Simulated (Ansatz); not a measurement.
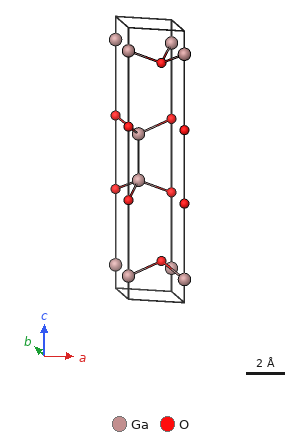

Normal modes of solid GaO (a generated structure), space group P-6m2 (No. 187), at the zone centre. Style: ball-and-stick. Shown: the cell of the calculation, slightly off an axis.

All numbers below come from Ansatz 0.2.0, DFT PBE, scalar-relativistic, plane waves, PAW. (plane-wave cutoff 420 eV; k-point mesh 12 × 12 × 2; occupations fixed; no spin polarisation)

Frequencies are those without the non-analytic (LO–TO) term.

Q: List the optical modes.

A: The calculation's cell holds 8 atoms, so there are 21 optical modes, in 11 levels. The lowest is so near zero that its sign isn't certain.

| level | symmetry | frequency (cm⁻¹) | activity |
| --- | --- | --- | --- |
| 1 | E′ | 11 | infrared- and Raman-active |
| 2 | A₂″ | 14 | infrared-active |
| 3 | E″ | 75 | Raman-active |
| 4 | E″ | 75 | Raman-active |
| 5 | A₁′ | 196 | Raman-active |
| 6 | A₁′ | 197 | Raman-active |
| 7 | A₂″ | 417 | infrared-active |
| 8 | 8-fold | 452 | not assigned |
| 9 | A₂″ | 477 | infrared-active |
| 10 | A₁′ | 489 | Raman-active |
| 11 | A₁′ | 490 | Raman-active |

The displacement patterns (one member of each degenerate set), 6 of the levels:

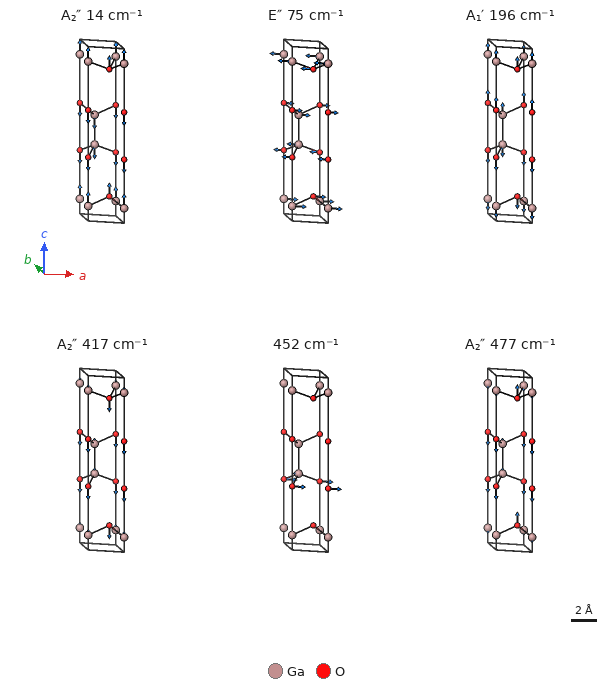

Limits of the set-up: layers or molecules are held without a dispersion correction, so their spacing is unreliable.
